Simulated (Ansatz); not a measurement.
# Ti: a changed input and its effect

System: Ti (Fm-3m, 1 atom in the cell).
Method of the first run: DFT HSE06, scalar-relativistic, plane waves, PAW, no spin polarisation (Ansatz 0.2.0).

The structure was built on a prototype by a generator; it need not be a known phase. Text and figures count atoms from 1; the logs count them from 0 in places.

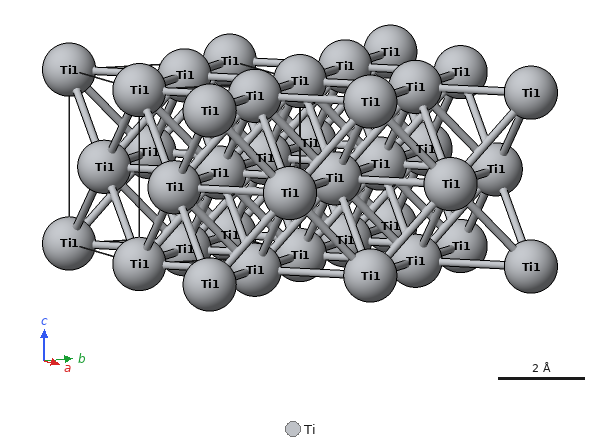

The structure as given in the input (ball-and-stick view of the cell 4 times as large as that of the calculation, set on its symmetry axes, repeated 2 × 2 × 1, seen slightly off an axis; atoms are numbered from 1 in the order of the input).

**The input, the first run**
```yaml
crystal:
  lattice:
    - [0.0, 2.0589857413, 2.0589857413]
    - [2.0589857413, 0.0, 2.0589857413]
    - [2.0589857413, 2.0589857413, 0.0]
  atoms:
    - { symbol: Ti, position: [0.0, 0.0, 0.0] }
basis:
  ecutwfc: 420
  ecutrho_ratio: 4
kpoints:
  mp_grid: { grid: [10, 10, 10] }
hamiltonian:
  xc: hse06
scf:
  occupations: { method: gaussian, width: 0.05 }
output:
  forces: true
  stress: true
  eigenvalues: true
```

Hardware: 4 threads of an x86-64 CPU, shared host.

**Output, shortened to warnings, some set-up lines, iterations and results (the first run)**
```
Warning: output.stress: scf.convergence.dr2_threshold = 1e-7 eV (the SCF's general default) is looser than the 1e-10 eV advised for a printed stress (1e-10 eV for each atom of the cell: 1). What an SCF threshold leaves in a stress goes as its square root, and in the free energy as the threshold itself, and one threshold admits the most on a small cell: of the crystals measured, under no hybrid …
Warning: output.stress: scf.exx.energy_threshold = 1e-6 eV is looser than the 1e-8 eV advised for a stress under a hybrid functional (1e-8 eV for each atom of the cell: 1). Every SCF of the exchange loop can meet its threshold on dr2 while the loop round them stops early: no threshold on dr2 bounds what that leaves in the stress. Set scf.exx.energy_threshold to 1e-8 eV or tighter. The threshold …
Basis set: ecut = 420 eV, 331 PW (Γ), exchange–correlation on 40×40×40 points (8 copies of the dense FFT grid, shifted against one another)
Symmetry: 48 space group operations
k-points: 47 of 1000
Initial density: superposition of atomic densities (neutral atoms: chi_scale 0, normalization atom), corrected by the library's trained network
[...]
SCF iter   1: F=—  HF=-2499.610454 eV  |F-HF|=—  |Δ(HF+E_count)|=         —  Δρ=1.76e-3  dr2=1.29e-4  ethr=1.77e-3  ⟨swp⟩=4.7  Hψ=1712  notcnv=0
SCF iter   2: F=—  HF=-2499.610844 eV  |F-HF|=—  |Δ(HF+E_count)|=   3.90e-4  Δρ=8.72e-4  dr2=3.02e-5  ethr=1.07e-6  ⟨swp⟩=3.8  Hψ=1165  notcnv=0
SCF iter   3: F=—  HF=-2499.610933 eV  |F-HF|=—  |Δ(HF+E_count)|=   8.91e-5  Δρ=2.88e-4  dr2=8.99e-6  ethr=2.52e-7  ⟨swp⟩=3.0  Hψ=843  notcnv=0
SCF iter   4: F=—  HF=-2499.610934 eV  |F-HF|=—  |Δ(HF+E_count)|=   1.42e-6  Δρ=3.09e-5  dr2=8.22e-8  ethr=8.95e-10  ⟨swp⟩=4.0  Hψ=1934  notcnv=0
SCF iter   5: F=—  HF=-2499.610934 eV  |F-HF|=—  |Δ(HF+E_count)|=   3.54e-8  Δρ=4.43e-6  dr2=2.82e-9  ethr=6.85e-10  ⟨swp⟩=3.0  Hψ=836  notcnv=0
[... 9 lines ...]
SCF iter   1: F=—  HF=-2498.880492 eV  |F-HF|=—  |Δ(HF+E_count)|=         —  Δρ=2.27e-4  dr2=9.44e-6  ethr=3.04e-6  ⟨swp⟩=2.6  Hψ=987  notcnv=0
SCF iter   2: F=—  HF=-2498.880490 eV  |F-HF|=—  |Δ(HF+E_count)|=   2.30e-6  Δρ=4.02e-5  dr2=5.17e-7  ethr=6.03e-8  ⟨swp⟩=3.1  Hψ=931  notcnv=0
SCF iter   3: F=—  HF=-2498.880492 eV  |F-HF|=—  |Δ(HF+E_count)|=   1.96e-6  Δρ=1.90e-5  dr2=3.98e-8  ethr=8.43e-10  ⟨swp⟩=4.0  Hψ=1378  notcnv=0
SCF iter   4: F=-2498.880492 eV  HF=-2498.880492 eV  |F-HF|=2.73e-9  |Δ(HF+E_count)|=   5.63e-8  Δρ=5.93e-6  dr2=4.23e-9  ethr=2.25e-10  ⟨swp⟩=3.9  Hψ=933  notcnv=0
SCF 3 converged in 4 iterations: F = -2498.880492 eV  dr2 = 4.23e-9
  Residual-converged pass: ⟨swp⟩=2.7  Hψ=822  notcnv=0  max |occ|·‖R‖ = 2.4e-6 eV (tolerance 2.4e-6 eV)  dr2=4.29e-9  dr2_onsite=7.67e-10  max |Δocc| = 3.5e-11
hybrid outer 2: dexx = +2.386e-6 eV, tail = 2.84e-8 eV, Δε = 7.42e-3 eV (about 1.74e-4 eV left of the loop's levels)
hybrid SCF converged: 2 outer / 10 inner (+6 warm-up), last move |dexx| = 2.39e-6 eV, tail = 2.84e-8 eV
Stability not checked: this state was not tested for a lower state beside it, because the functional holds exact exchange (a hybrid, or Hartree-Fock), whose exchange loop this test does not read (fock_operator; see scf.lower_state_search)
Free energy (F): -2498.880492 eV
Frozen-core exchange: fock
Harris-Foulkes:  -2498.880492 eV  (|F-HF|=2.73e-9)
Internal energy: -2498.878901 eV  (E = F + TS)
E sigma→0 (E₀):  -2498.879696 eV
Entropy (-TS):   -0.001591 eV (-1.591 meV/atom)
Fermi energy:    13.129308 eV
--- Per-component energies (eV) ---
  E_band       = -189.322592
  E_kinetic    = 271.500690
  E_local      = -804.981441  (includes V_loc(G=0)·N_el)
  E_nonlocal   = 4.826089
  E_hartree    = 327.491811
  E_xc         = -78.857344
  E_vxc        = -97.672843  (∫ρ·V_xc dr)
  E_exx        = -39.053382  (= α·E_x^exact, valence–valence)
  E_paw        = -1025.310788  (= ΣΔE_a)
  E_vpaw       = -139.870272  (= ΣTr[D̂ρ^β])
  E_aug_tail   = 0.000104  (compensation charges beyond the density's cutoff)
  E_ewald      = -1154.322702
  E_core_change = -0.171938  (= ΣΔE_core)
  E_smearing   = -0.001591  (= −TS)
  E_closure    = 0.000000  (closes the sum)
  Σ components = -2498.880492   (vs F -2498.880492, Δ=-4.55e-13)
--- Forces (eV/Å), atoms counted from 1 ---
  atom   1  Ti    -0.00000000     0.00000000     0.00000000
  max |Σ_I F_I| component: 7.40e-32 eV/Å
--- Stress (GPa, compression-positive) ---
       -0.866015      -0.000000       0.000000
       -0.000000      -0.866015       0.000000
        0.000000       0.000000      -0.866015
  P = ⅓ Tr σ = -0.8660 GPa (-8.660 kbar)
```

For the second run the input was changed thus:
```diff
-  mp_grid: { grid: [10, 10, 10] }
+  mp_grid: { grid: [8, 8, 8] }
-  xc: hse06
+  xc: pbe
```

How does the second run compare with the first run?

The total energies belong to different methods, so their difference says nothing on which is more stable or more accurate. The pressure goes from −0.87 to −0.51 GPa. The functional changes from HSE06 to PBE. The SCF takes 6 iterations against 16. The irreducible k-points go from 47 to 29.

**Output, shortened to warnings, some set-up lines, iterations and results (the second run)**
```
Basis set: ecut = 420 eV, 331 PW (Γ), exchange–correlation on 40×40×40 points (8 copies of the dense FFT grid, shifted against one another)
Symmetry: 48 space group operations
k-points: 29 of 512
Initial density: superposition of atomic densities (neutral atoms: chi_scale 0, normalization atom), corrected by the library's trained network
[...]
SCF iter   1: F=—  HF=-2499.606106 eV  |F-HF|=—  |Δ(HF+E_count)|=         —  Δρ=3.56e-3  dr2=1.38e-3  ethr=1.77e-3  ⟨swp⟩=4.3  Hψ=1509  notcnv=0
SCF iter   2: F=—  HF=-2499.605887 eV  |F-HF|=—  |Δ(HF+E_count)|=   2.19e-4  Δρ=1.73e-3  dr2=2.19e-4  ethr=1.15e-5  ⟨swp⟩=1.1  Hψ=541  notcnv=0
SCF iter   3: F=—  HF=-2499.605964 eV  |F-HF|=—  |Δ(HF+E_count)|=   7.72e-5  Δρ=6.19e-4  dr2=4.68e-5  ethr=1.82e-6  ⟨swp⟩=2.9  Hψ=457  notcnv=0  defer=3
SCF iter   4: F=—  HF=-2499.605962 eV  |F-HF|=—  |Δ(HF+E_count)|=   2.47e-6  Δρ=6.82e-5  dr2=4.64e-7  ethr=3.90e-7  ⟨swp⟩=2.8  Hψ=439  notcnv=0  defer=3
SCF iter   5: F=—  HF=-2499.605962 eV  |F-HF|=—  |Δ(HF+E_count)|=   1.47e-7  Δρ=2.53e-5  dr2=1.21e-7  ethr=3.86e-9  ⟨swp⟩=3.0  Hψ=464  notcnv=0  defer=3
SCF iter   6: F=-2499.605962 eV  HF=-2499.605962 eV  |F-HF|=1.42e-8  |Δ(HF+E_count)|=   3.05e-8  Δρ=1.01e-5  dr2=1.91e-8  ethr=8.33e-10  ⟨swp⟩=4.5  Hψ=1095  notcnv=0
SCF 1 converged in 6 iterations: F = -2499.605962 eV  dr2 = 1.91e-8
SCF converged after 6 iterations
Free energy (F): -2499.605962 eV
Harris-Foulkes:  -2499.605962 eV  (|F-HF|=1.42e-8)
Internal energy: -2499.604649 eV  (E = F + TS)
E sigma→0 (E₀):  -2499.605305 eV
Entropy (-TS):   -0.001313 eV (-1.313 meV/atom)
Fermi energy:    13.239025 eV
--- Per-component energies (eV) ---
  E_band       = -158.328932
  E_kinetic    = 272.305966
  E_local      = -815.395531  (includes V_loc(G=0)·N_el)
  E_nonlocal   = 8.095043
  E_hartree    = 334.684694
  E_xc         = -97.394848
  E_vxc        = -121.840485  (∫ρ·V_xc dr)
  E_paw        = -1047.577378  (= ΣΔE_a)
  E_vpaw       = -170.868365  (= ΣTr[D̂ρ^β])
  E_aug_tail   = 0.000106  (compensation charges beyond the density's cutoff)
  E_ewald      = -1154.322702
  E_smearing   = -0.001313  (= −TS)
  E_closure    = -0.000000  (closes the sum)
  Σ components = -2499.605962   (vs F -2499.605962, Δ=0.00e0)
--- Forces (eV/Å), atoms counted from 1 ---
  atom   1  Ti    -0.00000000     0.00000000    -0.00000000
  max |Σ_I F_I| component: 4.72e-32 eV/Å
--- Stress (GPa, compression-positive) ---
       -0.508158      -0.000000       0.000000
        0.000000      -0.508158       0.000000
       -0.000000       0.000000      -0.508158
  P = ⅓ Tr σ = -0.5082 GPa (-5.082 kbar)
```

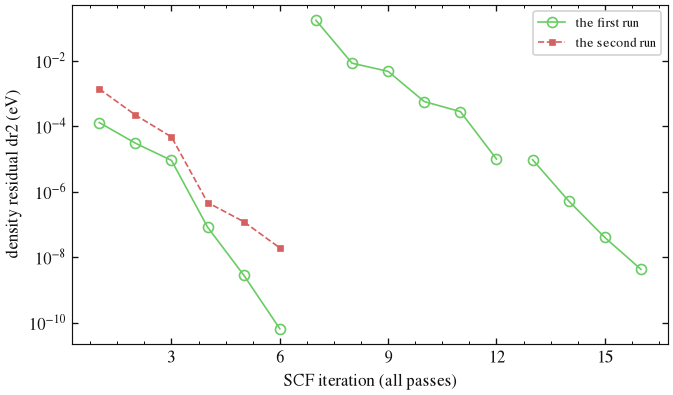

Convergence of the two runs: density residual dr2 against the SCF iteration. A break in a curve parts two SCF passes. The first run takes 16 iterations in all, and the second run takes 6.

**The two runs side by side**

| quantity | the first run | the second run |
| --- | --- | --- |
| outcome | converged | converged |
| free energy per atom (eV) | −2498.8805 | −2499.6060 |
| energy per atom, smearing taken to zero (eV) | −2498.8797 | −2499.6053 |
| gap on the mesh (eV) | 0.00 | 0.00 |
| pressure (GPa) | −0.87 | −0.51 |
| largest force (eV/Å) | 0.000 | 0.000 |
| SCF iterations | 16 | 6 |
| irreducible k-points | 47 | 29 |
| plane waves at Γ | 331 | 331 |

For the first run: Warnings: the exchange loop's threshold is looser than advised for the stress; the SCF threshold is looser than advised for the printed stress.
